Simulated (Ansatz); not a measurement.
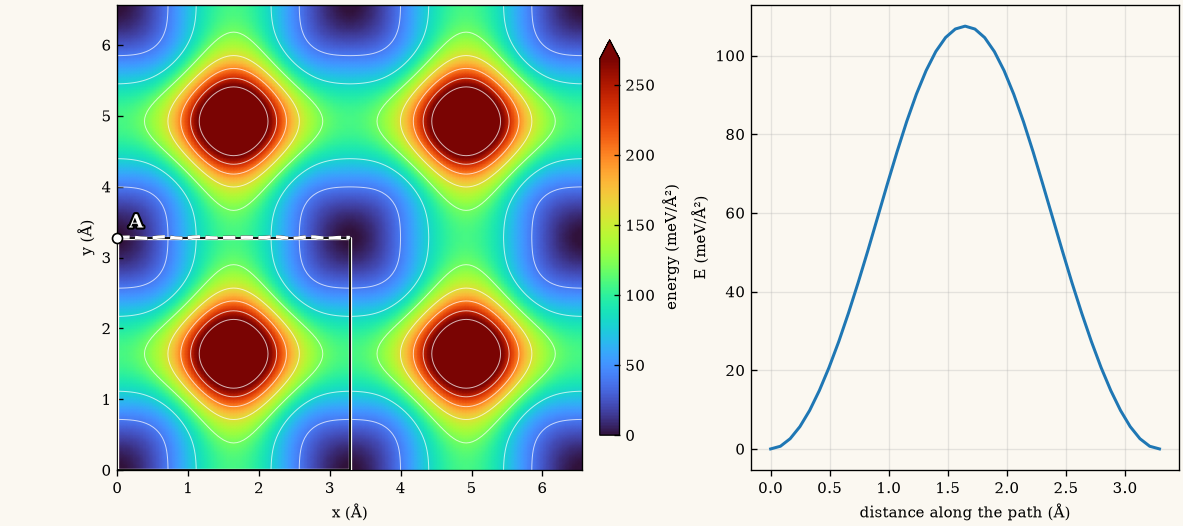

Ti (Im-3m, No. 229; 6 atoms in the cell). 
- The crystal above one (0 0 1) plane is slid rigidly over the crystal below it (one fault a cell, nothing relaxed).
- Places are given modulo a cell vector. The map is drawn in real space over the plane of the slide.
- The scan uses a 6 × 6 grid; 10 points were computed and 26 follow by symmetry.
- Energies are in meV/Å², from the lowest grid point.
- The reference cell is the one listed in the database, not relaxed at this level.
- The calculation used Ansatz, DFT r2SCAN, scalar-relativistic, plane waves, PAW. Settings: cutoff 500 eV, k-mesh 14×14×5 in the order of the run's cell vectors, gaussian smearing 0.15 eV, no spin polarisation.

In the figure: a smooth colour map with a few white contour lines, a line along the lowest path, the outline of one cell of the 2 × 2 shown, one colour for all values above the top of the scale, the energy along the path at the right, the start A. Between grid points the surface is interpolated.

### Describe the path and its barrier.

The easiest path leads from the well at (0/6, 0/6) of the cell vectors to its copy one period on. Its highest point lies about 107 meV/Å² above the bottom of the first well on the interpolated surface, at (3/6, 0/6) of the cell vectors. The start is the relaxed structure and all else is held, so a fully relaxed path at this level can only be lower.
